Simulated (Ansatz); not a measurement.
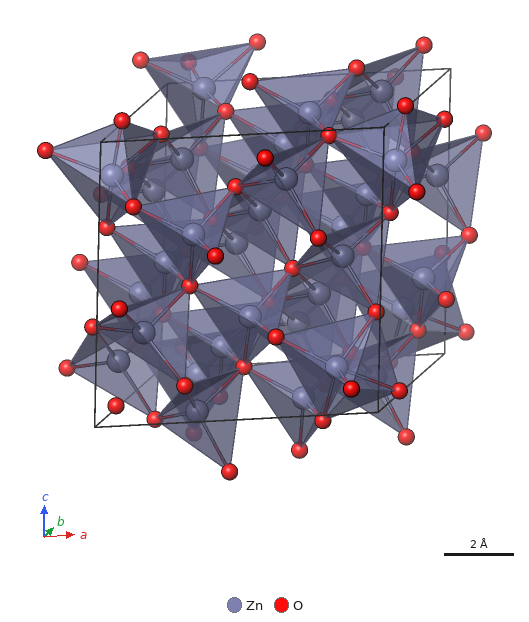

Figure 1. The input geometry (polyhedral view of the cell of the calculation, seen slightly off an axis; polyhedra are completed across the faces of the cell).

# Geometry relaxation of Zn24O25 (charge −2) (part 1 of 3)

Zn24O25 (defect cell, 49 atoms in the cell, total charge −2), computed with DFT PBE, scalar-relativistic, plane waves, PAW, no spin polarisation (Ansatz 0.2.0).

The structure derives from a Materials Project entry. It belongs to a series of runs on one base structure; here: O interstitial, charge -2, atoms relaxed at the host's cell.

**Input**
```yaml
crystal:
  lattice:
    - [-3.2793907958, 5.6800714764, 5.2932332175]
    - [-3.2793907959, -5.6800714763, 5.2932332175]
    - [6.5587815918, -1.0e-10, 5.2932332175]
  atoms:
    - { symbol: Zn, position: [0.333093369, 0.669546175, 0.4909751983] }
    - { symbol: Zn, position: [0.669546175, 0.4909751983, 0.333093369] }
    - { symbol: Zn, position: [-0.0013175547, 0.8371298656, 0.6583802396] }
    - { symbol: Zn, position: [0.1689476777, 0.5225551664, 0.8246012705] }
    - { symbol: Zn, position: [0.5225551664, 0.8246012705, 0.1689476777] }
    - { symbol: Zn, position: [0.1654637358, 0.0048111662, 0.3225332476] }
    - { symbol: Zn, position: [0.4909751983, 0.333093369, 0.669546175] }
    - { symbol: Zn, position: [0.8371298656, 0.6583802396, -0.0013175547] }
    - { symbol: Zn, position: [0.8246012705, 0.1689476777, 0.5225551664] }
    - { symbol: Zn, position: [0.3225332476, 0.1654637358, 0.0048111662] }
    - { symbol: Zn, position: [0.6583802396, -0.0013175547, 0.8371298656] }
    - { symbol: Zn, position: [0.0048111662, 0.3225332476, 0.1654637358] }
    - { symbol: Zn, position: [0.3284538388, 0.5031393281, 0.1630567631] }
    - { symbol: Zn, position: [0.659025149, 0.3344459459, -0.0004891105] }
    - { symbol: Zn, position: [-0.0004891105, 0.659025149, 0.3344459459] }
    - { symbol: Zn, position: [0.1630567631, 0.3284538388, 0.5031393281] }
    - { symbol: Zn, position: [0.4975745864, 0.6713145138, 0.8301290255] }
    - { symbol: Zn, position: [0.165541171, 0.8495210328, 0.004624497] }
    - { symbol: Zn, position: [0.5031393281, 0.1630567631, 0.3284538388] }
    - { symbol: Zn, position: [0.8301290255, 0.4975745864, 0.6713145138] }
    - { symbol: Zn, position: [0.8495210328, 0.004624497, 0.165541171] }
    - { symbol: Zn, position: [0.3344459459, -0.0004891105, 0.659025149] }
    - { symbol: Zn, position: [0.6713145138, 0.8301290255, 0.4975745864] }
    - { symbol: Zn, position: [0.004624497, 0.165541171, 0.8495210328] }
    - { symbol: O, position: [0.4618841801, 0.7922177096, 0.6192837015] }
    - { symbol: O, position: [0.7922177096, 0.6192837015, 0.4618841801] }
    - { symbol: O, position: [0.1305506522, 0.9560198117, 0.7757994089] }
    - { symbol: O, position: [0.2910249381, 0.6430130578, 0.9608181388] }
    - { symbol: O, position: [0.6430130578, 0.9608181388, 0.2910249381] }
    - { symbol: O, position: [0.296012344, 0.127767744, 0.4546390237] }
    - { symbol: O, position: [0.6192837015, 0.4618841801, 0.7922177096] }
    - { symbol: O, position: [0.9560198117, 0.7757994089, 0.1305506522] }
    - { symbol: O, position: [0.9608181388, 0.2910249381, 0.6430130578] }
    - { symbol: O, position: [0.4546390237, 0.296012344, 0.127767744] }
    - { symbol: O, position: [0.7757994089, 0.1305506522, 0.9560198117] }
    - { symbol: O, position: [0.127767744, 0.4546390237, 0.296012344] }
    - { symbol: O, position: [0.4654746236, 0.6208812891, 0.2906036623] }
    - { symbol: O, position: [0.7943806474, 0.4512103766, 0.1258053592] }
    - { symbol: O, position: [0.1258053592, 0.7943806474, 0.4512103766] }
    - { symbol: O, position: [0.2906036623, 0.4654746236, 0.6208812891] }
    - { symbol: O, position: [0.6316206837, 0.7861628647, 0.9560204414] }
    - { symbol: O, position: [0.3258182629, 0.9540061384, 0.1378252197] }
    - { symbol: O, position: [0.6208812891, 0.2906036623, 0.4654746236] }
    - { symbol: O, position: [0.9560204414, 0.6316206837, 0.7861628647] }
    - { symbol: O, position: [0.9540061384, 0.1378252197, 0.3258182629] }
    - { symbol: O, position: [0.4512103766, 0.1258053592, 0.7943806474] }
    - { symbol: O, position: [0.7861628647, 0.9560204414, 0.6316206837] }
    - { symbol: O, position: [0.1378252197, 0.3258182629, 0.9540061384] }
    - { symbol: O, position: [0.0600278672, 0.0600278672, 0.0600278672] }
  host:
    lattice:
      - [3.2793907959, 0.0, 0.0]
      - [-1.6396953979, 2.8400357382, 0.0]
      - [0.0, 0.0, 5.2932332175]
    atoms:
      - { symbol: Zn, position: [0.6666666667, 0.3333333333, 0.5006044103] }
      - { symbol: Zn, position: [0.3333333333, 0.6666666667, 0.0006044103] }
      - { symbol: O, position: [0.6666666667, 0.3333333333, 0.8797055897] }
      - { symbol: O, position: [0.3333333333, 0.6666666667, 0.3797055897] }
total_charge: -2
basis:
  ecutwfc: 420
  xc_grid: 2
kpoints:
  mp_grid: { grid: [2, 2, 2], shift: [0.5, 0.5, 0.5] }
hamiltonian:
  xc: pbe
scf:
  occupations: { method: gaussian, width: 0.01 }
output:
  forces: true
  stress: false
  eigenvalues: true
  charged_corrections:
    defect_position: [0.06944444, 0.06944444, 0.06944444]
    epsilon: [[10.5527, 0.0, 0.0], [0.0, 10.5527, 0.0], [0.0, 0.0, 11.5861]]
  write_density: true
  write_potential: true
  elf: true
  volumetric_format: npy
relax:
  adjacent_minimum: "off"
  f_tol: 0.025
  max_steps: 45
```

Hardware: 4 threads of Arm Neoverse V1, 24 GiB of memory available, shared host.

Launch command:
```bash
ansatz run input.yaml --threads 4 --pin off --max-ram 6144MiB --backend cpu --events-out ev --progress --plain --runs-dir out
```

**The program's output**
```
Engine: ansatz 0.2.0, aarch64-unknown-linux-gnu
Pseudopotentials: kind: paw
Pseudopotential: Zn, paw, valence charge 12, recommended cutoff 420 eV (normal), Zn.paw.azcp
Pseudopotential: O, paw, valence charge 6, recommended cutoff 420 eV (normal), O.paw.azcp
Functional definition: PBE
  parameter kappa = 0.804
  parameter beta = 0.06672455060314922
  exchange = pbe_x(kappa = kappa, mu = beta*pi^2/3)
  correlation = pbe_c(beta = beta)
Crystal: 49 atoms, lattice volume = 591.588 Å³
Basis set: ecut = 420 eV, 11543 PW (Γ), exchange–correlation on 120×120×120 points (8 copies of the dense FFT grid, shifted against one another)
Bands: 269, of which v1, the nominal top of the filled ones, is band 220 counted from 1 (219 counted from 0)
Symmetry: 3 space group operations
Space group: R3 (ITA 146), of the structure as read, at distance tolerance 8.4e-5 Å
k-points: 2 of 8 (time reversal used)
Non-local potential: Zn, projectors of the file, l = 0: 2, l = 1: 2, l = 2: 3, l = 3: 1
Non-local potential: O, projectors of the file, l = 0: 2, l = 1: 2, l = 2: 1
PAW form: soft (Blöchl's): semilocal exchange-correlation on the pseudo side does not see the compensation charge
PAW one-centre angular grid: Zn, 590 points (default); XC on 64 Gauss nodes
PAW one-centre angular grid: O, 110 points (default); XC on 64 Gauss nodes
Initial density: superposition of atomic densities (neutral atoms scaled as one to the charged cell's electrons: chi_scale 0, normalization atom), corrected by the library's trained network
Initial wavefunctions: pseudopotential atomic-orbital guess
Functional: x = pbe(κ = 0.804, μ = 0.2195149727645171), c = pbe(β = 0.06672455060314922)
SCF iter   1: F=—  HF=-93832.458327 eV  |F-HF|=—  |Δ(HF+E_count)|=         —  Δρ=2.30e-2  dr2=2.34e0  ethr=1.77e-3  ⟨swp⟩=6.5  Hψ=2087  notcnv=0  defer=1
preconditioner: auto → Resta (q_TF=auto, 2.597 Å⁻¹)  ε∞=7.8  [insulator: Δε(μ)=1.416 eV  Ē_g=12.247 eV  σ=0.010 eV  W_gap=1.00  n_scr=172 (ndim 8)  ℏωp=32.0 eV  f_vac=0.043  D(μ)=0.00/eV (n_scr^D=0)  ε∞_Penn≈7.8]
SCF iter   2: F=—  HF=-93831.808294 eV  |F-HF|=—  |Δ(HF+E_count)|=   6.50e-1  Δρ=4.89e-3  dr2=1.53e-1  ethr=5.32e-4  ⟨swp⟩=2.0  Hψ=1020  notcnv=0  defer=90
SCF iter   3: F=—  HF=-93831.713086 eV  |F-HF|=—  |Δ(HF+E_count)|=   9.52e-2  Δρ=3.55e-3  dr2=1.12e-1  ethr=3.47e-5  ⟨swp⟩=2.0  Hψ=1020  notcnv=0  defer=90
SCF iter   4: F=—  HF=-93831.692959 eV  |F-HF|=—  |Δ(HF+E_count)|=   2.01e-2  Δρ=1.50e-3  dr2=1.45e-2  ethr=2.55e-5  ⟨swp⟩=2.0  Hψ=846  notcnv=0  defer=90
SCF iter   5: F=—  HF=-93831.697871 eV  |F-HF|=—  |Δ(HF+E_count)|=   4.91e-3  Δρ=1.00e-3  dr2=4.26e-3  ethr=3.30e-6  ⟨swp⟩=2.0  Hψ=1018  notcnv=0  defer=90
SCF iter   6: F=—  HF=-93831.697404 eV  |F-HF|=—  |Δ(HF+E_count)|=   4.67e-4  Δρ=3.01e-4  dr2=7.03e-4  ethr=9.69e-7  ⟨swp⟩=2.5  Hψ=878  notcnv=0  defer=90
SCF iter   7: F=—  HF=-93831.697369 eV  |F-HF|=—  |Δ(HF+E_count)|=   3.52e-5  Δρ=1.62e-4  dr2=1.49e-4  ethr=1.60e-7  ⟨swp⟩=2.0  Hψ=852  notcnv=0  defer=90
SCF iter   8: F=—  HF=-93831.697408 eV  |F-HF|=—  |Δ(HF+E_count)|=   3.94e-5  Δρ=8.07e-5  dr2=3.37e-5  ethr=3.40e-8  ⟨swp⟩=2.0  Hψ=852  notcnv=0  defer=90
SCF iter   9: F=-93831.697404 eV  HF=-93831.697407 eV  |F-HF|=2.97e-6  |Δ(HF+E_count)|=   1.25e-6  Δρ=2.48e-5  dr2=6.51e-6  ethr=3.55e-9  ⟨swp⟩=16.5  Hψ=5823  notcnv=0
SCF 1 converged in 9 iterations: F = -93831.697404 eV  dr2 = 6.51e-6
  greatest PAW one-centre occupation: 0.989 electrons in one spin orbital (limit 2), on the Zn atom at site 9 (counted from 0), in its partial waves of l = 2
relax step   1: F+E_penalty+E_count = -93831.69740411 eV  Δ(F+E_penalty+E_count) = +0.000e0 eV  max|allowed force component| = 5.553e-1 eV/Å  Δτ_max = 0.0000 Å  (9 SCF iters, dr2 threshold 1.56e-5 eV, accepted)
Initial density: handed on by an earlier stage of this run
Initial wavefunctions: those handed on with the density
iter 1 solved again at ethr=6.75e-6 eV; its pass at ethr=3.10e-3 eV (dr2=2.97e-2 eV) is discarded
SCF iter   1: F=—  HF=-93831.845535 eV  |F-HF|=—  |Δ(HF+E_count)|=         —  Δρ=3.61e-3  dr2=3.02e-2  ethr=6.75e-6  ⟨swp⟩=3.0  Hψ=1673  notcnv=0  defer=90
preconditioner: auto → Resta (q_TF=auto, 2.597 Å⁻¹)  ε∞=7.5  [insulator: Δε(μ)=1.248 eV  Ē_g=12.544 eV  σ=0.010 eV  W_gap=1.00  n_scr=172 (ndim 8)  ℏωp=32.0 eV  f_vac=0.036  D(μ)=0.00/eV (n_scr^D=0)  ε∞_Penn≈7.5]
SCF iter   2: F=—  HF=-93831.836602 eV  |F-HF|=—  |Δ(HF+E_count)|=   8.93e-3  Δρ=1.80e-3  dr2=7.29e-3  ethr=6.75e-6  ⟨swp⟩=2.0  Hψ=848  notcnv=0  defer=90
SCF iter   3: F=—  HF=-93831.835097 eV  |F-HF|=—  |Δ(HF+E_count)|=   1.50e-3  Δρ=6.50e-4  dr2=2.09e-3  ethr=1.66e-6  ⟨swp⟩=2.0  Hψ=860  notcnv=0  defer=90
SCF iter   4: F=—  HF=-93831.834757 eV  |F-HF|=—  |Δ(HF+E_count)|=   3.40e-4  Δρ=1.41e-4  dr2=1.33e-4  ethr=4.75e-7  ⟨swp⟩=2.0  Hψ=852  notcnv=0  defer=90
SCF iter   5: F=—  HF=-93831.834787 eV  |F-HF|=—  |Δ(HF+E_count)|=   2.99e-5  Δρ=6.96e-5  dr2=3.37e-5  ethr=3.03e-8  ⟨swp⟩=2.0  Hψ=852  notcnv=0  defer=90
SCF iter   6: F=-93831.834781 eV  HF=-93831.834781 eV  |F-HF|=3.44e-7  |Δ(HF+E_count)|=   5.52e-6  Δρ=2.35e-5  dr2=3.46e-6  ethr=4.38e-9  ⟨swp⟩=16.5  Hψ=5483  notcnv=0
SCF 2 converged in 6 iterations: F = -93831.834781 eV  dr2 = 3.46e-6
  greatest PAW one-centre occupation: 0.989 electrons in one spin orbital (limit 2), on the Zn atom at site 5 (counted from 0), in its partial waves of l = 2
relax step   2: F+E_penalty+E_count = -93831.83478113 eV  Δ(F+E_penalty+E_count) = -1.374e-1 eV  max|allowed force component| = 2.542e-1 eV/Å  Δτ_max = 0.0378 Å  (6 SCF iters, dr2 threshold 1.93e-5 eV, accepted)
SCF iter   1: F=—  HF=-93831.887701 eV  |F-HF|=—  |Δ(HF+E_count)|=         —  Δρ=3.20e-3  dr2=2.56e-2  ethr=5.23e-5  ⟨swp⟩=3.0  Hψ=1092  notcnv=0  defer=90
preconditioner: auto → Resta (q_TF=auto, 2.597 Å⁻¹)  ε∞=7.5  [insulator: Δε(μ)=1.423 eV  Ē_g=12.546 eV  σ=0.010 eV  W_gap=1.00  n_scr=172 (ndim 8)  ℏωp=32.0 eV  f_vac=0.036  D(μ)=0.00/eV (n_scr^D=0)  ε∞_Penn≈7.5]
SCF iter   2: F=—  HF=-93831.880187 eV  |F-HF|=—  |Δ(HF+E_count)|=   7.51e-3  Δρ=1.59e-3  dr2=6.33e-3  ethr=5.81e-6  ⟨swp⟩=2.5  Hψ=916  notcnv=0  defer=90
SCF iter   3: F=—  HF=-93831.878757 eV  |F-HF|=—  |Δ(HF+E_count)|=   1.43e-3  Δρ=6.28e-4  dr2=2.17e-3  ethr=1.44e-6  ⟨swp⟩=2.0  Hψ=860  notcnv=0  defer=90
SCF iter   4: F=—  HF=-93831.878417 eV  |F-HF|=—  |Δ(HF+E_count)|=   3.39e-4  Δρ=1.32e-4  dr2=1.78e-4  ethr=4.93e-7  ⟨swp⟩=2.0  Hψ=848  notcnv=0  defer=90
SCF iter   5: F=—  HF=-93831.878421 eV  |F-HF|=—  |Δ(HF+E_count)|=   3.58e-6  Δρ=6.18e-5  dr2=2.39e-5  ethr=4.04e-8  ⟨swp⟩=2.0  Hψ=840  notcnv=0  defer=90
SCF iter   6: F=—  HF=-93831.878418 eV  |F-HF|=—  |Δ(HF+E_count)|=   2.85e-6  Δρ=3.43e-5  dr2=7.23e-6  ethr=5.43e-9  ⟨swp⟩=2.0  Hψ=886  notcnv=0  defer=90
SCF iter   7: F=-93831.878417 eV  HF=-93831.878417 eV  |F-HF|=5.27e-7  |Δ(HF+E_count)|=   5.85e-7  Δρ=1.26e-5  dr2=1.16e-6  ethr=9.18e-10  ⟨swp⟩=16.0  Hψ=5099  notcnv=0
SCF 3 converged in 7 iterations: F = -93831.878417 eV  dr2 = 1.16e-6
  greatest PAW one-centre occupation: 0.990 electrons in one spin orbital (limit 2), on the Zn atom at site 11 (counted from 0), in its partial waves of l = 2
relax step   3: F+E_penalty+E_count = -93831.87841670 eV  Δ(F+E_penalty+E_count) = -4.364e-2 eV  max|allowed force component| = 1.268e-1 eV/Å  Δτ_max = 0.0342 Å  (7 SCF iters, dr2 threshold 4.04e-6 eV, accepted)
SCF iter   1: F=—  HF=-93831.885633 eV  |F-HF|=—  |Δ(HF+E_count)|=         —  Δρ=1.63e-3  dr2=6.87e-3  ethr=1.54e-5  ⟨swp⟩=3.0  Hψ=1092  notcnv=0  defer=90
preconditioner: auto → Resta (q_TF=auto, 2.597 Å⁻¹)  ε∞=7.5  [insulator: Δε(μ)=1.445 eV  Ē_g=12.540 eV  σ=0.010 eV  W_gap=1.00  n_scr=172 (ndim 8)  ℏωp=32.0 eV  f_vac=0.036  D(μ)=0.00/eV (n_scr^D=0)  ε∞_Penn≈7.5]
SCF iter   2: F=—  HF=-93831.883781 eV  |F-HF|=—  |Δ(HF+E_count)|=   1.85e-3  Δρ=7.86e-4  dr2=1.58e-3  ethr=1.56e-6  ⟨swp⟩=2.0  Hψ=1012  notcnv=0  defer=90
SCF iter   3: F=—  HF=-93831.883520 eV  |F-HF|=—  |Δ(HF+E_count)|=   2.61e-4  Δρ=3.07e-4  dr2=5.12e-4  ethr=3.60e-7  ⟨swp⟩=2.0  Hψ=854  notcnv=0  defer=90
SCF iter   4: F=—  HF=-93831.883459 eV  |F-HF|=—  |Δ(HF+E_count)|=   6.03e-5  Δρ=7.37e-5  dr2=4.89e-5  ethr=1.16e-7  ⟨swp⟩=2.0  Hψ=848  notcnv=0  defer=90
SCF iter   5: F=—  HF=-93831.883464 eV  |F-HF|=—  |Δ(HF+E_count)|=   4.17e-6  Δρ=6.04e-5  dr2=1.85e-5  ethr=1.11e-8  ⟨swp⟩=2.0  Hψ=851  notcnv=0  defer=90
SCF iter   6: F=-93831.883460 eV  HF=-93831.883460 eV  |F-HF|=4.00e-7  |Δ(HF+E_count)|=   3.75e-6  Δρ=1.32e-5  dr2=1.81e-6  ethr=7.66e-10  ⟨swp⟩=13.0  Hψ=4520  notcnv=0
SCF 4 converged in 6 iterations: F = -93831.883460 eV  dr2 = 1.81e-6
relax step   4: F+E_penalty+E_count = -93831.88345950 eV  Δ(F+E_penalty+E_count) = -5.043e-3 eV  max|allowed force component| = 2.088e-2 eV/Å  Δτ_max = 0.0282 Å  (6 SCF iters, dr2 threshold 3.37e-6 eV, accepted)
iter 1 solved again at ethr=4.15e-10 eV; its pass at ethr=3.10e-3 eV (dr2=1.83e-6 eV) is discarded
SCF iter   1: F=—  HF=-93831.883431 eV  |F-HF|=—  |Δ(HF+E_count)|=         —  Δρ=1.33e-5  dr2=1.83e-6  ethr=4.15e-10  ⟨swp⟩=1.0  Hψ=1256  notcnv=0
preconditioner: auto → Resta (q_TF=auto, 2.597 Å⁻¹)  ε∞=7.5  [insulator: Δε(μ)=1.452 eV  Ē_g=12.538 eV  σ=0.010 eV  W_gap=1.00  n_scr=172 (ndim 8)  ℏωp=32.0 eV  f_vac=0.036  D(μ)=0.00/eV (n_scr^D=0)  ε∞_Penn≈7.5]
SCF iter   2: F=—  HF=-93831.883460 eV  |F-HF|=—  |Δ(HF+E_count)|=   2.95e-5  Δρ=8.40e-6  dr2=7.94e-7  ethr=4.15e-10  ⟨swp⟩=2.0  Hψ=850  notcnv=0
SCF iter   3: F=—  HF=-93831.883460 eV  |F-HF|=—  |Δ(HF+E_count)|=   2.07e-7  Δρ=6.93e-6  dr2=4.25e-7  ethr=1.80e-10  ⟨swp⟩=2.0  Hψ=850  notcnv=0
SCF iter   4: F=-93831.883460 eV  HF=-93831.883460 eV  |F-HF|=2.28e-9  |Δ(HF+E_count)|=   6.78e-9  Δρ=1.62e-6  dr2=2.23e-8  ethr=2.27e-11  ⟨swp⟩=7.0  Hψ=3570  notcnv=0
SCF 5 converged in 4 iterations: F = -93831.883460 eV  dr2 = 2.23e-8
relax step   5: F+E_penalty+E_count = -93831.88346033 eV  Δ(F+E_penalty+E_count) = -8.244e-7 eV  max|allowed force component| = 2.096e-2 eV/Å  Δτ_max = 0.0000 Å  (4 SCF iters, accepted)
```

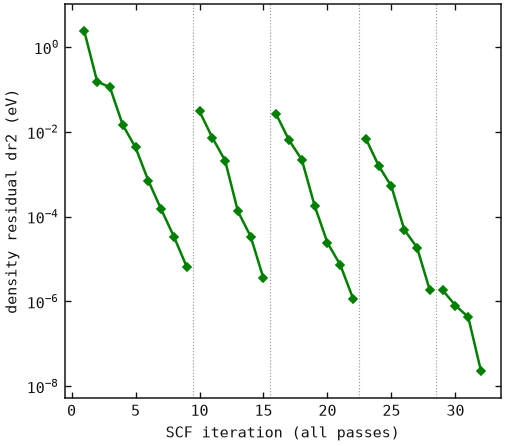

Figure 2. Convergence of the self-consistent field: density residual dr2 against the SCF iteration. The dotted lines part the SCF passes of the relaxation: geometry steps, rejected trials and re-solves on a re-selected basis. The 5 passes take 4 to 9 iterations each, 32 in all.

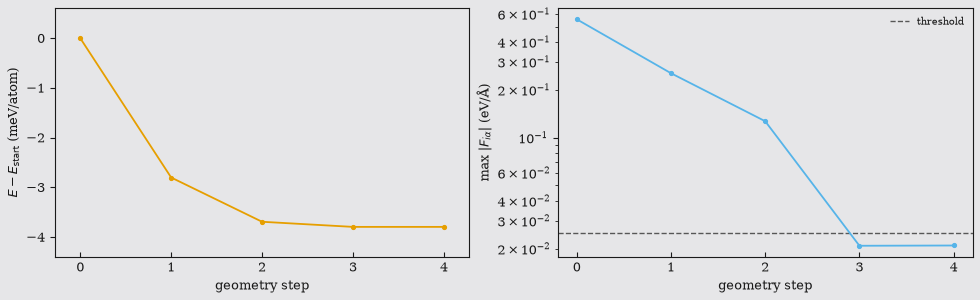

Figure 3. Progress of the relaxation, step by step (the first geometry is step 0 here and step 1 in the log).
